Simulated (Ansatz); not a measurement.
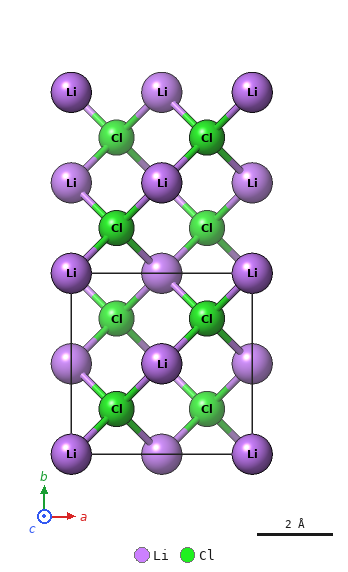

This is the input geometry for a relaxation of solid LiCl (built on the zincblende type). Style: ball-and-stick. Shown: the conventional cell (4 times the calculation's cell), repeated 1 × 2 × 1 with one cell outlined, along the c axis. Lengths and directions refer to the drawn axes.

All numbers below come from DFT, PBE, plane waves, PAW in Ansatz.

Input file:
```yaml
crystal:
  lattice:
    - [0.0, 2.4292589926, 2.4292589926]
    - [2.4292589926, 0.0, 2.4292589926]
    - [2.4292589926, 2.4292589926, 0.0]
  atoms:
    - { symbol: Li, position: [0.0, 0.0, 0.0] }
    - { symbol: Cl, position: [0.25, 0.25, 0.25] }
kpoints:
  mp_grid: { grid: [8, 8, 8] }
hamiltonian:
  xc: pbe
scf:
  occupations: { method: fermi_dirac, width: 0.02 }
relax:
  f_tol: 0.005
  cell: {}
output:
  write_density: true
  write_potential: true
  elf: true
  volumetric_format: npy
```

Run as
```bash
ansatz run input.yaml --threads 2 --pin off --max-ram 2211MiB --backend cpu --events-out ev --progress --plain --runs-dir out
```

**What does the optimiser find from here?**

After 5 accepted moves (7 points after the start) the energy has fallen by 306 meV per atom. All forces vanish by symmetry, so only the cell relaxes. Pressure: 20.55 GPa at the start and 0.01 GPa at the end. The SCF was repeated twice at an unchanged geometry on a basis and grid sized afresh for the cell, which shifted the energy by 1.8 meV per atom at most. No atom moves by more than 0.005 Å relative to the cell. The volume changes by +46.2 %, with a = b = c 4.859 → 5.515 Å (+13.5 %). Near-neighbour distances that change, for instance: Li1–Cl2 2.104 → 2.388 Å. The space group stays F-43m (No. 216). The run took about 9 core-seconds on a shared host.

Step by step:

| step | E − E(0), meV/atom | pressure, GPa | volume, Å³/atom | note |
| --- | --- | --- | --- | --- |
| 0 | 0.00 | 20.55 | 14.336 |  |
| 1 | -178.05 | 10.75 | 16.211 |  |
| 2 | -280.51 | 3.70 | 18.604 |  |
| 3 | -302.20 | 0.93 | 20.163 |  |
| 4 | -304.14 | 0.02 | 20.833 |  |
| 5 | -305.95 | 0.17 | 20.833 | same geometry, new basis |
| 6 | -306.02 | 0.01 | 20.966 |  |
| 7 | -306.02 | 0.01 | 20.966 | same geometry, new basis |

Final geometry:

```
Li Cl
1.0
     0.00000    2.75742    2.75742
     2.75742    0.00000    2.75742
     2.75742    2.75742    0.00000
Li Cl
1 1
Direct
  0.00000 0.00000 0.00000
  0.25000 0.25000 0.25000
```

After the run, drawn alike:

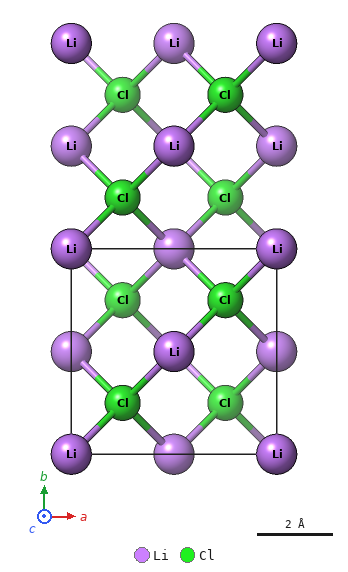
